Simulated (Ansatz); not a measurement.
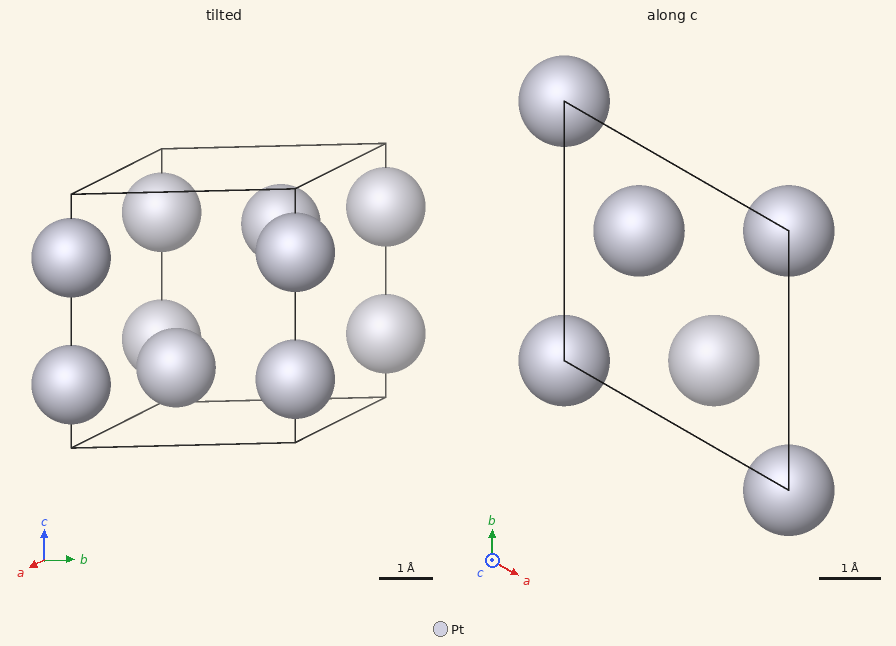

Spheres-only drawing of the structure, looking slightly off an axis and along the c axis. The conventional unit cell is drawn as a box.

Q: How many atoms make up the cell?

A: 4 (platinum), counting shared atoms by their share.

Q: Which of the Bravais lattices applies?

A: Primitive hexagonal.

Q: Determine the space group.

A: P6_3/mmc (No. 194), with Pt on 2b and Pt on 2d.

Provenance: a textbook structure type filled with this element (whether it is the usual form wasn't checked). The picture shows the end point of a geometry optimisation with Ansatz, DFT PBEsol, scalar-relativistic, plane waves, PAW.
